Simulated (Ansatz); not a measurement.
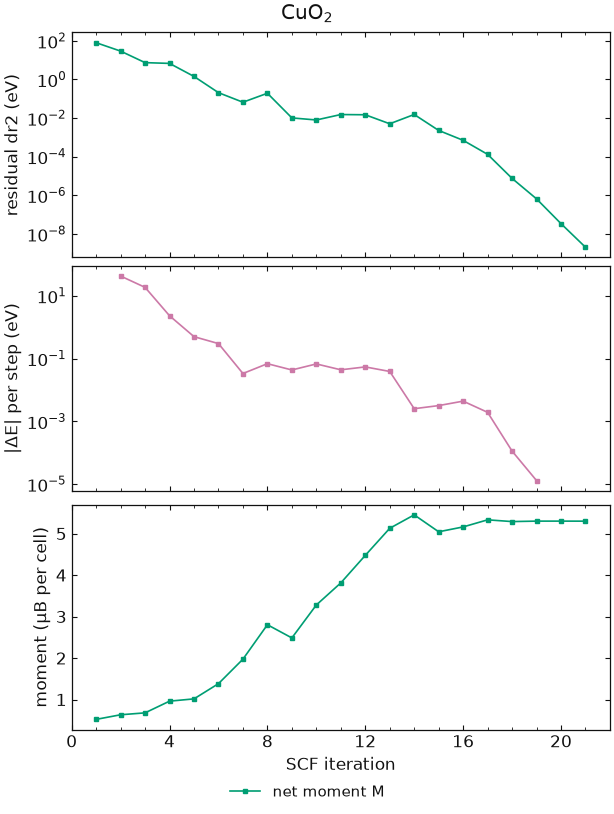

Plot: SCF iterations of a calculation: density residual dr2, step-to-step change of the Harris–Foulkes energy, magnetic moments. CuO2 (Cmcm, 6 atoms in the cell); DFT PBEsol, scalar-relativistic, plane waves, PAW (Ansatz); cutoff 150 eV, 14×14×8 k-mesh, Gaussian smearing of 0.1 eV, collinear spins. Energy differences below 3 × 10⁻⁶ eV aren't drawn. dr2 is the charge part; the magnetisation has a residual of its own.

Converged, in 21 iterations. The residual falls unevenly and jumps up by a factor of two or more twice on the way down. The program keeps the magnetisation out of the quasi-Newton mixer until iteration 2 and then restarts the mixer with it. From the first spectrum the program read the system as a metal and chose the Kerker preconditioner. The residual starts near 80 and ends near 2 × 10⁻⁹ eV. The net moment goes from 0.5 to 5.3 μB per cell.
